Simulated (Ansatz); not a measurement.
Given this structure:

```
CELL_PARAMETERS angstrom
4.02410 0.00000 0.00000
0.00000 4.02410 0.00000
0.00000 0.00000 4.02410
ATOMIC_POSITIONS crystal
B 0.00000 0.00000 0.00000
N 0.25000 0.25000 0.25000
B 0.00000 0.50000 0.50000
N 0.25000 0.75000 0.75000
B 0.50000 0.00000 0.50000
N 0.75000 0.25000 0.75000
B 0.50000 0.50000 0.00000
N 0.75000 0.75000 0.25000
```

> Characterise the structure given above.

The structure is one of BN. The atoms follow space group F-43m (No. 216); the Bravais lattice is face-centred cubic. In terms of structure types, this is zinc blende (sphalerite type). The cell has 8 atoms, namely 4 B, 4 N. Neighbours within bonding distance: B 4 and N 4.

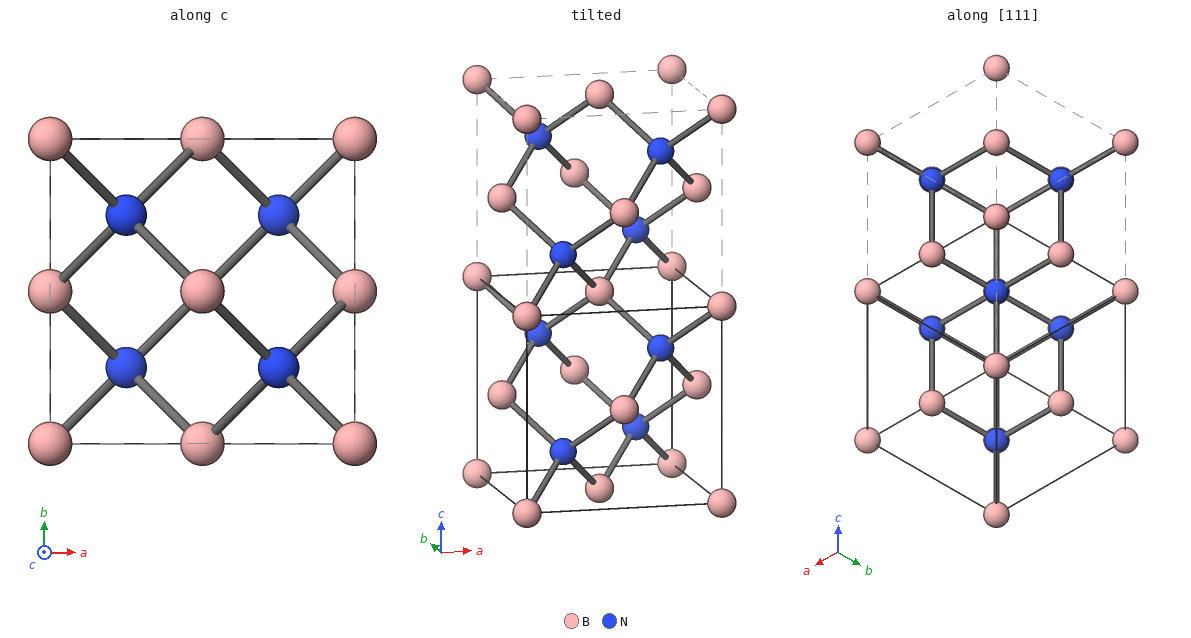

The image is a ball-and-stick drawing of a crystal, viewed along the c axis, slightly off an axis and along [111]. The picture spans 1×1×2 cells, one conventional unit cell being drawn with solid lines.

It derives from a structure listed in the Materials Project, with elements exchanged, so it need not be a known form of the compound. The cell was then strained or its atoms displaced on purpose. It went into a calculation with Ansatz.

At this level of theory the cell isn't at rest (stretched, at -68 GPa), so its distances can differ from those at equilibrium, the more so the softer the solid.
